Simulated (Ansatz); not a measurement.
```yaml
crystal:
  lattice:
    - [5.44236, 0.00000, 0.00000]
    - [0.00000, 0.00000, -5.44236]
    - [0.00000, 5.44236, 0.00000]
  atoms:
    - { symbol: Zn, position: [0.50000, 0.50000, 0.00000] }
    - { symbol: Zn, position: [0.00000, 0.50000, 0.50000] }
    - { symbol: Zn, position: [0.00000, 0.00000, 0.00000] }
    - { symbol: Zn, position: [0.50000, 0.00000, 0.50000] }
    - { symbol: S, position: [0.25000, 0.75000, 0.25000] }
    - { symbol: S, position: [0.75000, 0.75000, 0.75000] }
    - { symbol: S, position: [0.75000, 0.25000, 0.25000] }
    - { symbol: S, position: [0.25000, 0.25000, 0.75000] }
```

Space group F-43m; a structure from a database of computed crystals, not necessarily the ambient phase.

Computed with DFT PBE, scalar-relativistic, plane waves, PAW in Ansatz.

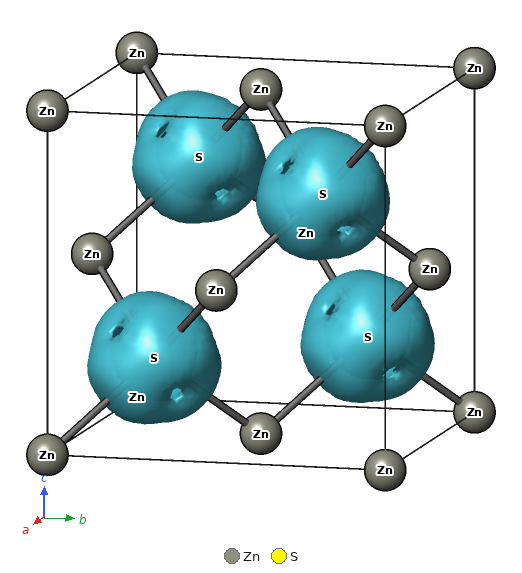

ZnS. Isosurface of the ELF at 0.8 (cyan), seen slightly off an axis. Core shells and regions of very low density are left out. Sticks mark near contacts.

In a PAW calculation such maps are meaningful between the atoms, not at the nuclei.

### Identify the bonds, lone pairs and shells in this picture.

The ELF exceeds this value in four regions wrapped around S (the valence shell of each), counted in one cell of 8 atoms. Regions shared between cells count once. Profiles from the grid: Zn–S (2.36 Å): the ELF peaks at about 0.90 in the valence shell of S, 0.8 Å from its nucleus, and is about 0.55 at the midpoint.

### Metal or insulator at this level of theory?

It is gapped, with a Kohn–Sham gap of 2.0 eV on the k-point mesh (the band edges may lie off the mesh, which would make the gap smaller).
